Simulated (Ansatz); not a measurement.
# Si4Ru: what the fields show

Input

```
crystal:
  lattice:
    - [5.29124604, 0.0, 0.0]
    - [0.0, 5.29124604, 0.0]
    - [0.0, 0.0, 2.7906672744]
  atoms:
    - { symbol: Si, position: [0.2736344402, 0.7263655598, 0.5] }
    - { symbol: Si, position: [0.7263655598, 0.2736344402, 0.5] }
    - { symbol: Si, position: [0.2736344402, 0.2736344402, 0.5] }
    - { symbol: Si, position: [0.7263655598, 0.7263655598, 0.5] }
    - { symbol: Ru, position: [0.0, 0.0, 0.0] }
basis:
  ecutwfc: 420
kpoints:
  mp_grid: { grid: [6, 6, 12] }
  band_path:
    path:
      - [[0.0, 0.0, 0.0], [0.0, 0.5, 0.0], [0.5, 0.5, 0.0], [0.0, 0.0, 0.0], [0.0, 0.0, 0.5], [0.0, 0.5, 0.5], [0.5, 0.5, 0.5], [0.0, 0.0, 0.5]]
      - [[0.0, 0.5, 0.0], [0.0, 0.5, 0.5]]
      - [[0.5, 0.5, 0.0], [0.5, 0.5, 0.5]]
    npoints: 14
hamiltonian:
  xc: pbesol
scf:
  occupations: { method: gaussian, width: 0.1 }
  n_extra_bands: 12
output:
  forces: true
  stress: true
  eigenvalues: true
  populations: true
  dos: { projected: true, de: 0.02, nscf_kmesh: { grid: [8, 8, 15] } }
  bader: true
  write_density: true
  write_potential: true
  elf: true
  volumetric_format: npy
```

Launched as:

```sh
ansatz run input.yaml --threads 1 --pin off --max-ram 2560MiB --backend cpu --events-out ev --progress --plain --runs-dir out
```

Below, planes, directions and counts refer to the conventional cell (a = 5.29 Å, b = 5.29 Å, c = 2.79 Å, α = 90.00°, β = 90.00°, γ = 90.00°).

Space group P4/mmm; a generated structure, not necessarily the stable one; computed pressure about −4 GPa in this cell; computed without spin polarisation.

Theory: DFT PBEsol, scalar-relativistic, plane waves, PAW (Ansatz 0.2.0).

In a PAW calculation such maps are meaningful between the atoms, not at the nuclei.

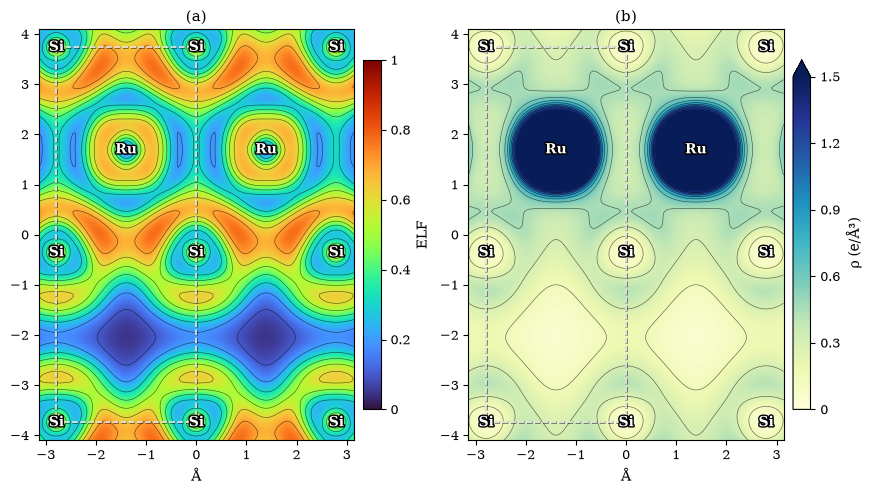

Figure 1. (a) electron localisation function; (b) valence electron density on the (11̄0) plane of the conventional cell.

### What do the fields say about this system?

- The section cuts through Si and Ru sites.
- Si–Ru (2.48 Å): ρ is about 0.49 e/Å³ halfway; the ELF peaks at about 0.75 in the valence shell of Si, 0.9 Å from its nucleus, and is about 0.40 at the midpoint.
- Between the atoms the lowest density in this plane is 0.06 e/Å³.
- The features right at Ru lie inside the PAW spheres, where the map follows smoothed inner orbitals and isn't to be read closely.

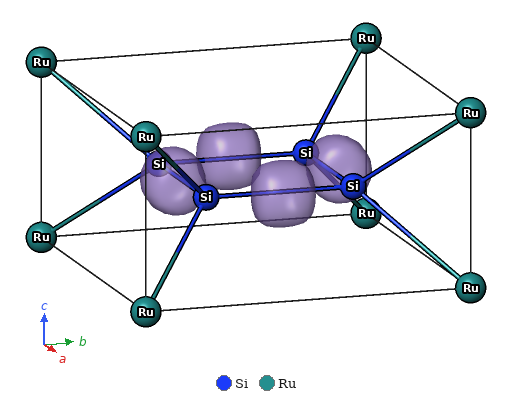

Figure 2. Isosurface of the electron localisation function at 0.85 (purple), seen slightly off an axis. Core shells and regions of very low density are left out. Sticks mark near contacts.

### What do the ELF domains correspond to?

The surface consists of four regions between bonded Si–Si atoms, counted in one cell of 5 atoms. Any copies at cell faces, edges or corners count once.


Si–Si (2.40 Å): the ELF peaks at about 0.95 between the atoms.

### Does the calculation give a band gap?

It is gapless in this calculation (a metal or semimetal).

### Which way does charge flow, and how much by Bader's partition?

Electrons move from Si towards Ru. Bader charges: Si +0.25 and Ru −0.99 e.
